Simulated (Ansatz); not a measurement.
## Geometry relaxation of Si$_{127}$S (part 3 of 3)

The same run, continued: Si$_{127}$S (defect cell, 128 atoms in the cell); DFT, PBEsol, PAW, plane waves (Ansatz 0.2.0); cutoff 420 eV, 1×1×1 k-mesh, Fermi–Dirac smearing of 0.01 eV. 

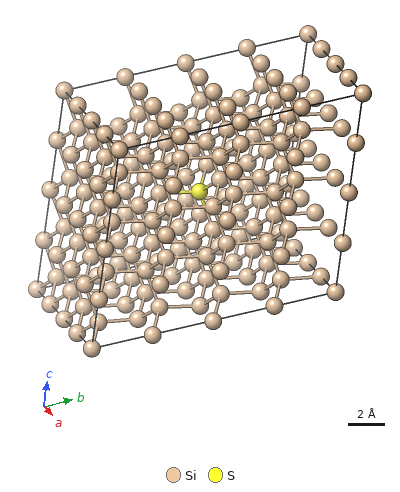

**Figure 1.** The structure as given in the input (ball-and-stick view of the cell of the calculation, seen slightly off an axis).

Output, continued
```
--- Relaxed structure (6 steps of the walk, 5 accepted, 0 SCFs on fresh bases) ---
  F+E_penalty+E_count = -79807.79989846 eV   max|allowed force component| = 9.733e-3 eV/Å
  atoms:
    - { symbol: Si, position: [0.0003144405798109293, -7.446112413806044e-5, -0.0003677417462920834] }
    - { symbol: Si, position: [0.5001378974756021, 0.9994825336259863, 0.9993163511241252] }
    - { symbol: Si, position: [-7.023354714810748e-5, 0.4997234861025399, 0.9992884101441529] }
    - { symbol: Si, position: [-2.716122057649928e-5, 0.9994982405682977, 0.49945580985477617] }
    - { symbol: Si, position: [0.25037626092807247, 0.24995687688083162, 0.24965545587429633] }
    - { symbol: Si, position: [0.5002134909703085, 0.4998098981560811, -0.0006661338586524401] }
    - { symbol: Si, position: [0.5002476302397569, 0.9995198562406866, 0.4995440369611076] }
    - { symbol: Si, position: [0.7506371534033623, 0.2500822117320164, 0.2499087589356973] }
    - { symbol: Si, position: [0.9999802930656989, 0.4998357876996536, 0.49952782559476805] }
    - { symbol: Si, position: [0.25051961515407106, 0.7502059609381494, 0.24991019516594715] }
    - { symbol: Si, position: [0.25052364837582264, 0.25010641673004197, 0.7499948113620017] }
    - { symbol: Si, position: [0.7505944006853598, 0.750188883504868, 0.24952749557256548] }
    - { symbol: Si, position: [0.7506128228010978, 0.24973835515248827, 0.7499573385241906] }
    - { symbol: Si, position: [0.250150759709331, 0.7502103789549678, 0.7499542881254916] }
    - { symbol: Si, position: [0.7504451255119248, 0.7500321515212546, 0.7497258977766302] }
    - { symbol: Si, position: [0.06292254584404984, 0.06247643220768702, 0.06226953064556763] }
    - { symbol: Si, position: [0.5628548808657174, 0.062206705879272906, 0.06191230817041582] }
    - { symbol: Si, position: [0.06264892353712498, 0.5624048547506395, 0.061924705293116944] }
    - { symbol: Si, position: [0.0626033121809654, 0.0621942396192914, 0.5621650535440598] }
    - { symbol: Si, position: [0.31297746827103784, 0.3125768124114408, 0.31235526305685807] }
    - { symbol: Si, position: [0.5630702114612695, 0.5626207182664847, 0.06227626301496425] }
    - { symbol: Si, position: [0.5630347769262094, 0.06254960164405654, 0.5623750935876028] }
    - { symbol: Si, position: [0.8135924258313518, 0.31262665534838535, 0.31239048643910283] }
    - { symbol: Si, position: [0.06299454758108475, 0.5626115718518678, 0.562387686907783] }
    - { symbol: Si, position: [0.3130059726271174, 0.8132313100454075, 0.31238259473050334] }
    - { symbol: Si, position: [0.31301403839967723, 0.31261006168781946, 0.8129669728612692] }
    - { symbol: Si, position: [0.5637893175359756, 0.5633989982868408, 0.5633116387152745] }
    - { symbol: Si, position: [0.8131407536087749, 0.8127393732189452, 0.3121818251314076] }
    - { symbol: Si, position: [0.8131303664311262, 0.31244686435155034, 0.812477260058868] }
    - { symbol: Si, position: [0.3128405591649501, 0.8127310336226772, 0.8124853291481111] }
    - { symbol: Si, position: [0.8130357667169869, 0.8126641502465063, 0.8123644200477724] }
    - { symbol: Si, position: [0.0004576437159148543, 4.680956823745739e-5, 0.24959072204387597] }
    - { symbol: Si, position: [0.25013069309573127, 0.24975680210576484, 1.0003079810669673] }
    - { symbol: Si, position: [0.5002153043059792, 0.0006709043759213218, 0.24920521991001332] }
    - { symbol: Si, position: [0.7503691954592492, 0.24982736700657304, -5.226460346341444e-5] }
    - { symbol: Si, position: [0.0010392543989522218, 0.4998200116061443, 0.24922054689399697] }
    - { symbol: Si, position: [0.2502150178205238, 0.7499931993594431, 0.9999415671505664] }
    - { symbol: Si, position: [1.0003844817030476, 0.9999745391405396, 0.7495098940629437] }
    - { symbol: Si, position: [0.2504509096758254, 0.2500900005653136, 0.4996958402369586] }
    - { symbol: Si, position: [0.500156667802131, 0.4997902169549116, 0.24996922925111448] }
    - { symbol: Si, position: [0.750177564514734, 0.7497751666771665, 1.000127666448949] }
    - { symbol: Si, position: [0.5001744138977896, 0.00015357940169924422, 0.7496558516034865] }
    - { symbol: Si, position: [0.7519032784066064, 0.2498114011758929, 0.49950371929380677] }
    - { symbol: Si, position: [0.0005501195607203746, 0.4997759347361517, 0.749663500827751] }
    - { symbol: Si, position: [0.2502516158867935, 0.7514859216032914, 0.4994871196221383] }
    - { symbol: Si, position: [0.4992251272677653, 0.4988606275282353, 0.7498991261717449] }
    - { symbol: Si, position: [0.7502299364203607, 0.7498199919553014, 0.4995647391180741] }
    - { symbol: Si, position: [0.06301840577638171, 0.06261378403038256, 0.312045566545308] }
    - { symbol: Si, position: [0.3129825831926504, 0.31251814283467405, 0.06223377418504139] }
    - { symbol: Si, position: [0.563009185510938, 0.06266856752317446, 0.31206143534892855] }
    - { symbol: Si, position: [0.8130998014145235, 0.3124168508290256, 0.06234759591526284] }
    - { symbol: Si, position: [0.06309424838527178, 0.562598451197374, 0.31203664163573364] }
    - { symbol: Si, position: [0.31286810444439617, 0.8126501459254827, 0.062341451316112795] }
    - { symbol: Si, position: [0.062899307131531, 0.06247679656584257, 0.8121535759231393] }
    - { symbol: Si, position: [0.31301641074251874, 0.31255587149586617, 0.5624388267438926] }
    - { symbol: Si, position: [0.5673516997437185, 0.5669936403139411, 0.3022500904728027] }
    - { symbol: Si, position: [0.813017265032191, 0.8125742078119784, 0.062090313955259435] }
    - { symbol: Si, position: [0.5630358042634677, 0.06264351790620448, 0.8117688018681504] }
    - { symbol: Si, position: [0.8138244426952033, 0.3119243100448261, 0.5624833762370417] }
    - { symbol: Si, position: [0.06310632697218854, 0.562636320456375, 0.8117195549613994] }
    - { symbol: Si, position: [0.31236048493317775, 0.8134030236397463, 0.5624747462963419] }
    - { symbol: Si, position: [0.5630039908334271, 0.5625810373577441, 0.8109873474678015] }
    - { symbol: Si, position: [0.8129444106130332, 0.812519291862805, 0.562194615529481] }
    - { symbol: Si, position: [0.0004717776790785222, 0.24981481665830868, 0.9997915016302727] }
    - { symbol: Si, position: [0.2501781701604129, 1.0005760063353588, 0.24945220531656287] }
    - { symbol: Si, position: [0.500287286131611, 0.2495096769735215, 1.0003205325309936] }
    - { symbol: Si, position: [0.7504006922924042, 1.0001923026460056, 0.24954526655754428] }
    - { symbol: Si, position: [1.0003986018696516, 0.7497455776787182, -0.0002663712113398775] }
    - { symbol: Si, position: [0.0009824686899965185, 0.24951169253170669, 0.49960518886611466] }
    - { symbol: Si, position: [0.2505101329058972, 0.4999048132756456, 0.24977807414473596] }
    - { symbol: Si, position: [0.5001876019030598, 0.749895185052017, -0.00012852101011084915] }
    - { symbol: Si, position: [0.25023522323341063, 0.00018044242347051154, 0.749726427102129] }
    - { symbol: Si, position: [0.5002195345955153, 0.25027303513348576, 0.49950068203768894] }
    - { symbol: Si, position: [0.7519825530231083, 0.49976536810468614, 0.24950146052972388] }
    - { symbol: Si, position: [0.7501750163770553, 1.0004052072486793, 0.7494953275344216] }
    - { symbol: Si, position: [0.0005887647381982442, 0.749879682697319, 0.49951476063102807] }
    - { symbol: Si, position: [0.2501457846067656, 0.4997296130875646, 0.7513926309348788] }
    - { symbol: Si, position: [0.4992847736413489, 0.7499864850084896, 0.49853031074012966] }
    - { symbol: Si, position: [0.7502398345545209, 0.49982968922399507, 0.749571472547164] }
    - { symbol: Si, position: [0.0629906783990841, 0.3123250011147498, 0.062337843382291175] }
    - { symbol: Si, position: [0.31291062455965446, 0.06251271314424611, 0.31232367363502783] }
    - { symbol: Si, position: [0.5629930981244814, 0.3123491724148737, 0.06240335169508354] }
    - { symbol: Si, position: [0.8130825213330439, 0.06254597968713588, 0.31222374786042867] }
    - { symbol: Si, position: [0.06287759120020642, 0.8124521363541126, 0.06221012563126671] }
    - { symbol: Si, position: [0.06303900013592725, 0.31235228738586707, 0.5623649195840719] }
    - { symbol: Si, position: [0.31295332146781707, 0.5626484434394075, 0.3123424002229921] }
    - { symbol: Si, position: [0.563039775961495, 0.8119135600205577, 0.06245981048033744] }
    - { symbol: Si, position: [0.3128645923095903, 0.06257148245596056, 0.8124267280346869] }
    - { symbol: Si, position: [0.5672316138043988, 0.30267430989432664, 0.5668167909317864] }
    - { symbol: Si, position: [0.8139133266140156, 0.5627018164305709, 0.3116609080466365] }
    - { symbol: Si, position: [0.8130045037183685, 0.062331449421221485, 0.8123398997268116] }
    - { symbol: Si, position: [0.06315046475200436, 0.8119095973243808, 0.562380908425343] }
    - { symbol: Si, position: [0.3123004017281997, 0.5627609911910647, 0.8132206139630034] }
    - { symbol: Si, position: [0.5629928691442824, 0.8111301085730135, 0.562357901605216] }
    - { symbol: Si, position: [0.8129163776123612, 0.5625005424162274, 0.8122469771896007] }
    - { symbol: Si, position: [0.2502525563574961, 1.0000187268911054, -0.00020047999740668843] }
    - { symbol: Si, position: [0.750190160606761, 0.9999561028090346, -0.0002653903252675116] }
    - { symbol: Si, position: [1.0009393445410595, 0.24978055999173582, 0.24948906545616378] }
    - { symbol: Si, position: [0.2499402465155027, 0.4998169280462531, 0.0003478153897674141] }
    - { symbol: Si, position: [0.249913797846816, 1.0005551376301887, 0.49963892806725296] }
    - { symbol: Si, position: [0.5003020649342954, 0.2500869585067509, 0.24980801881364384] }
    - { symbol: Si, position: [0.7503463728677106, 0.49973166387862833, 0.9998771701655677] }
    - { symbol: Si, position: [0.7503025004243509, 1.0001567087711003, 0.4995343919473335] }
    - { symbol: Si, position: [1.0005983416182884, 0.74998744225325, 0.2495576144357292] }
    - { symbol: Si, position: [0.0005837135706955321, 0.24981214690263887, 0.7497599501447991] }
    - { symbol: Si, position: [0.2507276150827707, 0.4997577480830189, 0.49953474223079913] }
    - { symbol: Si, position: [0.5001286362273775, 0.751609513427503, 0.24951371064028238] }
    - { symbol: Si, position: [0.5001292365746866, 0.24967374826342997, 0.7514645268668443] }
    - { symbol: Si, position: [0.7503958044619753, 0.49885987477217075, 0.49857845285678826] }
    - { symbol: Si, position: [1.0007841113279827, 0.7497657002655661, 0.7495230756053682] }
    - { symbol: Si, position: [0.5002259457019003, 0.7498143090687039, 0.7495957685165212] }
    - { symbol: Si, position: [0.31272709209636984, 0.06261205379144952, 0.062305516785711446] }
    - { symbol: Si, position: [0.8128391384274191, 0.062498550083215254, 0.06220008139603761] }
    - { symbol: Si, position: [0.06293780037496324, 0.31251890711431185, 0.31228413073465383] }
    - { symbol: Si, position: [0.3127509778560019, 0.562610877104119, 0.06237459409210738] }
    - { symbol: Si, position: [0.3127683850000247, 0.06266563558887561, 0.5623340523379725] }
    - { symbol: Si, position: [0.5630782876004676, 0.31257399107768385, 0.3123074794298552] }
    - { symbol: Si, position: [0.8123433115858745, 0.5626490801020774, 0.06242310678454743] }
    - { symbol: Si, position: [0.8123861763127191, 0.06272139745965993, 0.5623538808932385] }
    - { symbol: Si, position: [0.06296978115674867, 0.8126754505907274, 0.3122060112795155] }
    - { symbol: Si, position: [0.06298491372484522, 0.31245843885798247, 0.8124259811647949] }
    - { symbol: Si, position: [0.30328682477592145, 0.5667898083821106, 0.566704723850532] }
    - { symbol: Si, position: [0.5631114609254325, 0.8135489522426907, 0.31161251756768304] }
    - { symbol: Si, position: [0.5631560277320077, 0.3119287741333324, 0.8131940585588724] }
    - { symbol: Si, position: [0.8115921831794991, 0.5625822222064355, 0.5623272841214164] }
    - { symbol: Si, position: [0.06273303947823028, 0.8126018324457932, 0.812341668169633] }
    - { symbol: Si, position: [0.562912793672619, 0.8125236402665523, 0.8122267050371088] }
    - { symbol: S, position: [0.5002226734415725, 0.49985553996659676, 0.4995118934215137] }
--- Löwdin populations: 128 sites ---
  site symbol       q [e]
     0     Si      3.9679
     1     Si      3.9834
     2     Si      3.9834
     3     Si      3.9833
     4     Si      3.9683
     5     Si      3.9748
     6     Si      3.9748
     7     Si      3.9703
     8     Si      3.9748
     9     Si      3.9704
    10     Si      3.9703
    11     Si      3.9698
    12     Si      3.9697
    13     Si      3.9697
    14     Si      3.9674
    15     Si      3.9670
    16     Si      3.9679
    17     Si      3.9679
    18     Si      3.9679
    19     Si      3.9662
    20     Si      3.9573
    21     Si      3.9574
    22     Si      3.9745
    23     Si      3.9574
    24     Si      3.9745
    25     Si      3.9745
    26     Si      3.8654
    27     Si      3.9654
    28     Si      3.9654
    29     Si      3.9654
    30     Si      3.9641
    31     Si      3.9630
    32     Si      3.9603
    33     Si      3.9618
    34     Si      3.9640
    35     Si      3.9618
    36     Si      3.9639
    37     Si      3.9636
    38     Si      3.9620
    39     Si      3.9597
    40     Si      3.9624
    41     Si      3.9634
    42     Si      3.9544
    43     Si      3.9634
    44     Si      3.9545
    45     Si      3.9591
    46     Si      3.9641
    47     Si      3.9630
    48     Si      3.9638
    49     Si      3.9643
    50     Si      3.9630
    51     Si      3.9643
    52     Si      3.9630
    53     Si      3.9642
    54     Si      3.9669
    55     Si      3.9017
    56     Si      3.9628
    57     Si      3.9638
    58     Si      3.9649
    59     Si      3.9638
    60     Si      3.9649
    61     Si      3.9624
    62     Si      3.9636
    63     Si      3.9630
    64     Si      3.9603
    65     Si      3.9618
    66     Si      3.9640
    67     Si      3.9636
    68     Si      3.9619
    69     Si      3.9619
    70     Si      3.9634
    71     Si      3.9640
    72     Si      3.9598
    73     Si      3.9543
    74     Si      3.9623
    75     Si      3.9634
    76     Si      3.9544
    77     Si      3.9593
    78     Si      3.9640
    79     Si      3.9630
    80     Si      3.9638
    81     Si      3.9643
    82     Si      3.9630
    83     Si      3.9642
    84     Si      3.9643
    85     Si      3.9669
    86     Si      3.9638
    87     Si      3.9630
    88     Si      3.9011
    89     Si      3.9649
    90     Si      3.9627
    91     Si      3.9638
    92     Si      3.9649
    93     Si      3.9624
    94     Si      3.9635
    95     Si      3.9630
    96     Si      3.9636
    97     Si      3.9603
    98     Si      3.9618
    99     Si      3.9619
   100     Si      3.9619
   101     Si      3.9634
   102     Si      3.9634
   103     Si      3.9640
   104     Si      3.9640
   105     Si      3.9598
   106     Si      3.9543
   107     Si      3.9543
   108     Si      3.9593
   109     Si      3.9624
   110     Si      3.9640
   111     Si      3.9630
   112     Si      3.9642
   113     Si      3.9638
   114     Si      3.9643
   115     Si      3.9643
   116     Si      3.9669
   117     Si      3.9638
   118     Si      3.9638
   119     Si      3.9630
   120     Si      3.9630
   121     Si      3.9004
   122     Si      3.9649
   123     Si      3.9649
   124     Si      3.9624
   125     Si      3.9627
   126     Si      3.9635
   127      S      6.0936
  spilling = 0.009196 (of n_electrons = 514.000000)
```

Key numbers

| quantity | value |
| --- | --- |
| outcome | converged |
| electrons treated | 514 |
| free energy | −79807.7999 eV |
| Fermi energy | 6.609 eV |
| largest force (length of the vector) at the end | 0.012 eV/Å |
| hardware | 1 × NVIDIA GB300 Max-Q, 8 threads of Arm Neoverse-V2, 125 GiB of memory available, shared host |
| wall time | 15 s (CPU time 20 s) |
| peak memory | 2.3 GiB |

The k-point mesh is coarse for a cell of this size, so the results may not be converged.
